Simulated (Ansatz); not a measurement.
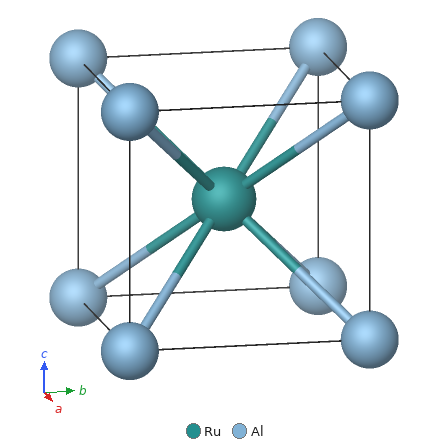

System: AlRu, space group Pm-3m (No. 221). The picture shows the conventional cell.

Structure:
```cif
data_structure
_symmetry_space_group_name_H-M 'P 1'
_symmetry_Int_Tables_number 1
_cell_length_a 2.9916
_cell_length_b 2.9916
_cell_length_c 2.9916
_cell_angle_alpha 90.000
_cell_angle_beta 90.000
_cell_angle_gamma 90.000
_cell_volume 26.77
loop_
_atom_site_label
_atom_site_type_symbol
_atom_site_fract_x
_atom_site_fract_y
_atom_site_fract_z
_atom_site_occupancy
Ru1 Ru 0.50000 0.50000 0.50000 1
Al1 Al 0.00000 0.00000 0.00000 1
```

Computed with Ansatz 0.2.0: all-electron LAPW DFT, no spin polarisation; energies at scaled volumes of the given cell, shape and fractions fixed, counted from the fit's minimum, third-order Birch-Murnaghan fit. Level: PBE.

k mesh 9×9×9; occupations Fermi–Dirac; smearing width 0.05 eV; potentials all electron LAPW, scalar relativistic; program settings basis error eV/atom 0.0005.

Describe the result: the energy against volume. The volume takes the values 12.58, 12.85, 13.12, 13.39, 13.65, 13.92, 14.19 Å³/atom.

A third-order Birch–Murnaghan fit gives V0 = 13.55 Å³/atom, B0 = 204 GPa and B′ = 4.4. The energy is 49.68 meV/atom at volume 12.58 Å³/atom and 17.82 meV/atom at 14.19 Å³/atom; the lowest computed point is at volume 13.65 Å³/atom (0.53 meV/atom), and no other minimum shows.

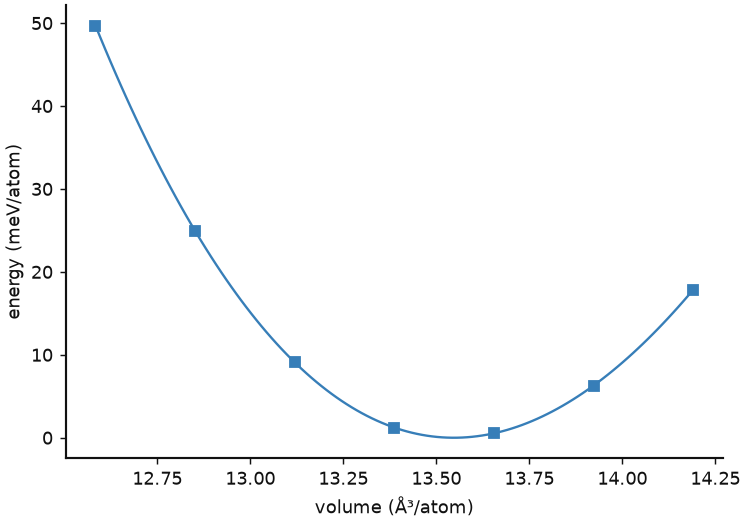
